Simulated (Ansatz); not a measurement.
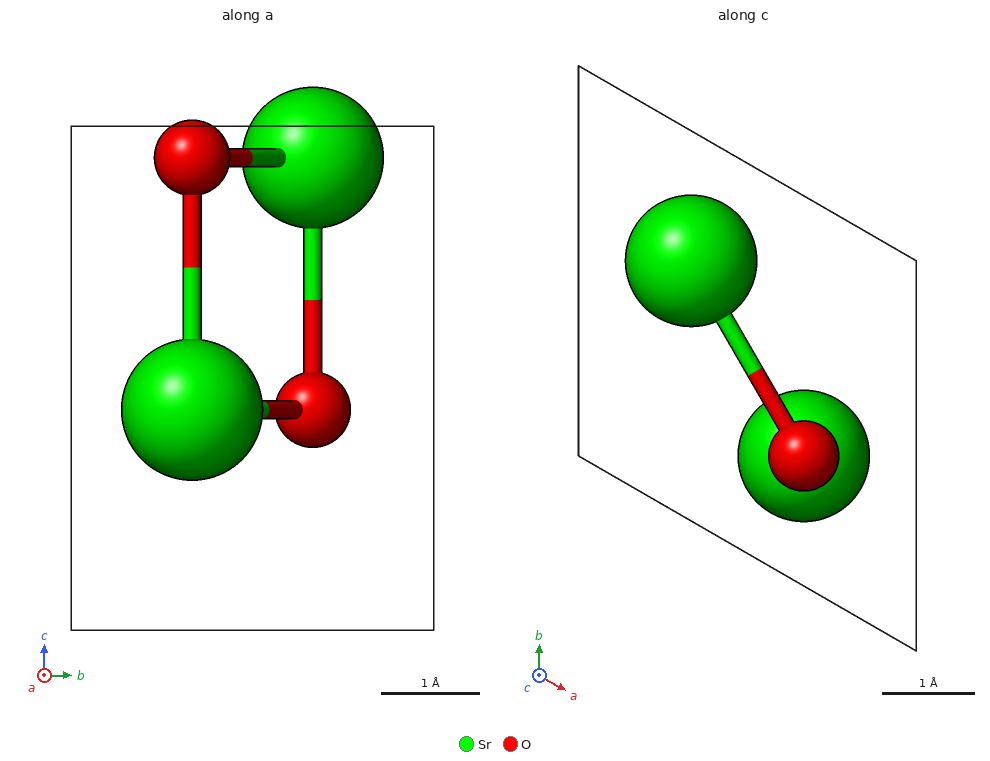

Shown here is a ball-and-stick view of the crystal, taken along the a axis and along the c axis. One simulation cell is framed, with atoms on its boundary repeated.

This input was run:
```yaml
crystal:
  lattice:
    - [4.2700309537, 0.0, 0.0]
    - [-2.1350154768, 3.6979552808, 0.0]
    - [0.0, 0.0, 5.1444468174]
  atoms:
    - { symbol: Sr, position: [0.3333333333, 0.6666666667, -0.0625] }
    - { symbol: Sr, position: [0.6666666667, 0.3333333333, 0.4375] }
    - { symbol: O, position: [0.3333333333, 0.6666666667, 0.4375] }
    - { symbol: O, position: [0.6666666667, 0.3333333333, 0.9375] }
kpoints:
  mp_grid: { grid: [6, 6, 4] }
  band_path:
    path:
      - [0.0, 0.0, 0.0]
      - [0.5, 0.0, 0.0]
      - [0.3333333333, 0.3333333333, 0.0]
      - [0.0, 0.0, 0.5]
      - [0.5, 0.0, 0.5]
      - [0.3333333333, 0.3333333333, 0.5]
    npoints: 1
hamiltonian:
  xc: hse06
scf:
  occupations: { method: fixed }
  n_extra_bands: 5
output:
  forces: true
  stress: true
  eigenvalues: true
```
Run as:
```sh
ansatz run input.yaml --threads 4 --pin off --max-ram 4608MiB --backend cpu --events-out ev --progress --plain --runs-dir out
```

Calculation details: Ansatz, DFT, HSE06, plane waves, PAW; wavefunction cutoff 420 eV, k-points on a 6×6×4 grid, no spin polarisation.

> Metal or not?

An insulator at this level, with a gap of 4.00 eV, direct.

> Under what pressure is the structure?

The computed pressure is -0.3 GPa (stretched: it would shrink).

The initial geometry was a structure type filled with these elements by a generator (whether the compound takes this form wasn't checked). Earlier steps of the study may have refined or changed the cell and positions. Ansatz was used for an electronic-structure calculation on it.
